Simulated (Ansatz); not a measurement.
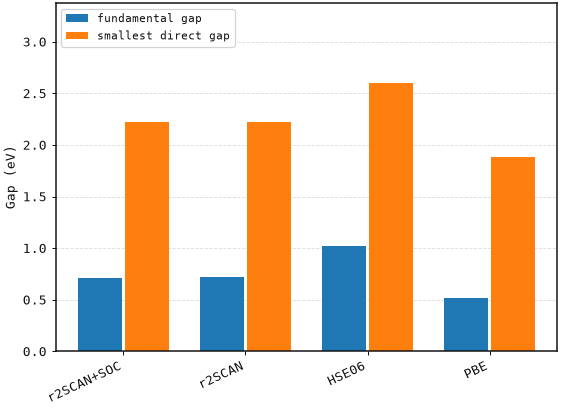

Gaps of SnO, space group P4/nmm (No. 129), 4 atoms in the cell, epitaxial (xy) strain +4.0%, at several levels of theory on one cell (Ansatz, plane waves and PAW; edges over the mesh and the special points).

How does the gap depend on the level, and does its kind change?

In rising order: PBE 0.52 eV, r2SCAN+SOC 0.71 eV, r2SCAN 0.72 eV and HSE06 1.02 eV. It is indirect at every level.
